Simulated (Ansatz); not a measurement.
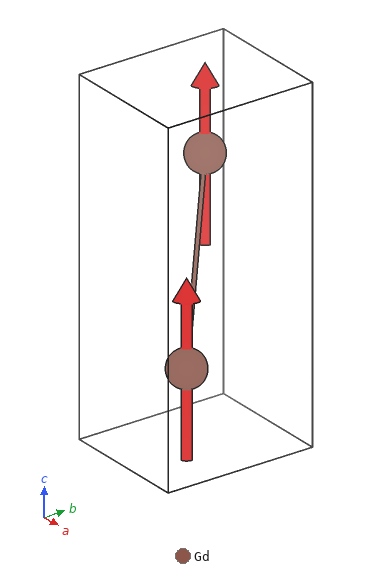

Ball-and-stick drawing of the structure, looking slightly off an axis. One simulation cell is outlined, and atoms on its boundary appear in each equivalent place. Arrows are the site magnetic moments above 0.25 μB; longer means larger, in their computed directions (spin part only); red points roughly along the largest moment (counted as +), blue roughly against it and purple across it.

This is the state reached for Gd. Run with DFT PBE, spin-orbit coupling, plane waves, PAW in Ansatz 0.2.0 and these settings: 420 eV cutoff, a 14×14×8 grid in reciprocal space, Gaussian smearing of 0.05 eV, spinor wavefunctions.

Question: Name the magnetic order and give the moments.

Answer: Ferromagnetic (within this cell). Site moments: 2 Gd +6.8 μB. The net spin moment of the whole cell is 15.3 μB, including what lies between the atoms and on sites without an arrow.

The structure was taken from the standard structure of this element. The cell was then strained or its atoms displaced on purpose. It was relaxed at fixed volume with Ansatz 0.2.0, DFT PBE, spin-orbit coupling, plane waves, PAW.
